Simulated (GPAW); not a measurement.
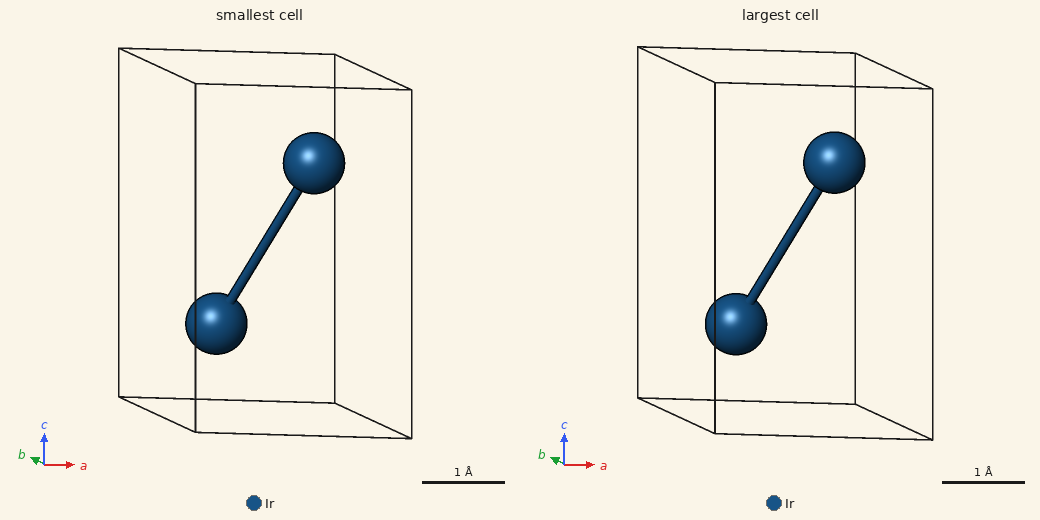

Ir, hexagonal close-packed (Mg type), space group P6₃/mmc (No. 194), relaxed (cell and atoms, zero pressure) with five choices of dispersion term on top of PBEsol; the smallest and the largest of the relaxed conventional cells are drawn to one scale (sticks follow a distance rule). The start was a structure listed in the Materials Project. This isn't the form of Ir at room conditions, which is fcc.

Alike in all runs: GPAW 26.7.0; functional PBEsol; potentials PAW data sets generated in the run's folder for this functional; cutoff 600 eV; k mesh 8 × 8 × 5 on the run's cell of 2 atoms; occupations fermi-dirac, width 0.05 eV; no spin polarisation; no spin-orbit coupling. All runs are metallic.

```tsv
level	volume (Å³/atom)	a (Å)	c (Å)
D4	13.91	2.709	4.376
D3(BJ)	?	?	?
none	14.11	2.722	4.396
D3(BJ)-ATM	13.89	2.708	4.375
D3	13.81	2.702	4.367
```

> What does D3(BJ) give?

Volume 13.81 Å³/atom; a 2.702 Å; c 4.366 Å. That is level with D3 in volume.

> Order the levels by the relaxed volume, smallest first.

D3(BJ) and D3 (13.81 Å³/atom), D3(BJ)-ATM (13.89 Å³/atom), D4 (13.91 Å³/atom), none (14.11 Å³/atom). Rows within a few tenths of a per cent can't be told apart.

Caveat: later steps reuse the first step's grids; pairwise dispersion terms can overbind metals strongly; spin-orbit coupling is left out, which matters for Ir, if less for volumes and forces than for levels.
